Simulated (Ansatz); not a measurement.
Co

The calculation's input:

```
crystal:
  lattice:
    - [-2.8337757749, 2.4668300782, 1.1953633222]
    - [2.4668300782, -2.8337757749, 1.1953633222]
    - [2.0721153091, 2.0721153091, -1.8674250376]
  atoms:
    - { symbol: Co, position: [0.9890403338, 0.0109596662, 0.0] }
    - { symbol: Co, position: [0.7609596662, 0.2390403338, 0.5] }
hamiltonian:
  xc: lda
  pseudopotentials:
    kind: paw
    azcp:
      Co: "pseudopotentials/Co.paw.azcp"
basis:
  ecutwfc: 420
  fft_grid_basis: typed
kpoints:
  mp_grid: { grid: [21, 21, 15], shift: [0, 0, 0] }
magnetization:
  spin_polarized: false
scf:
  occupations: { method: fermi_dirac, width: 0.1 }
  lower_state_search: "off"
output:
  stress: true
  write_density: true
  write_potential: true
  elf: true
  volumetric_format: npy
```

Below, planes, directions and counts refer to the conventional cell (a = 2.45 Å, b = 7.50 Å, c = 2.47 Å, α = 90.00°, β = 90.00°, γ = 90.00°).

Space group Cmcm; set up as Co, beta-Sn type; a generated structure, not necessarily the stable one; changed on purpose from its base cell (volume × 1.12); computed pressure about −25 GPa in this cell; computed without spin polarisation.

Method: DFT, LDA (PW92), plane waves (420 eV) with PAW, scalar-relativistic (Ansatz).

> What will maps of the valence pseudo-density and electron localisation function show?

Co–Co (2.45 Å): ρ at the midpoint is about 0.35 e/Å³; the ELF is about 0.25 at the midpoint; no shared electron pair shows on this line.

> Does the calculation give a band gap?

It is metallic or semimetallic at this level of theory: no gap opens.

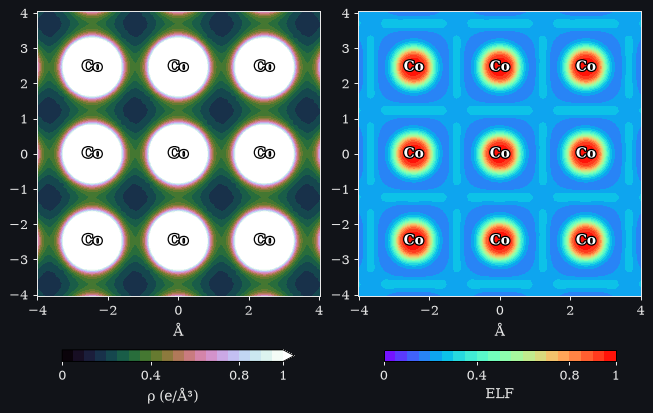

Computed valence pseudo-density and electron localisation function on the (010) plane of the conventional cell, in this order. 

The density is the valence pseudo-density of a PAW calculation; it isn't the true density close to the nuclei.
